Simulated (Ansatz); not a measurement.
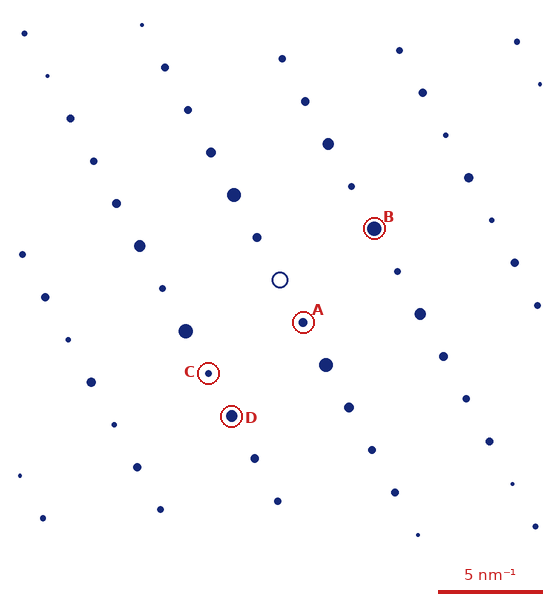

Kinematic zone-axis pattern, calculated for 200 keV electrons with B = 0.8 Å². The zone axis points towards the electron source and the pattern is seen from the source side.

Ir, space group I4/mmm (No. 139), a = 2.734 Å, c = 8.584 Å. Structure: the end point of a relaxation with Ansatz 0.2.0, DFT PBE, scalar-relativistic, plane waves, PAW; the starting structure was generated, so it need not be a known form of this composition.

Spot A is indexed 0 0 -2 and spot B -1 1 0.

Q: Index the other marked spots.

A: C = A − B = 1 -1 -2 (d = 1.763 Å). D = 2A − B = 1 -1 -4 (d = 1.436 Å).

Q: Give [uvw].

A: The cross product of A and B is parallel to [110]; every spot obeys hu + kv + lw = 0.
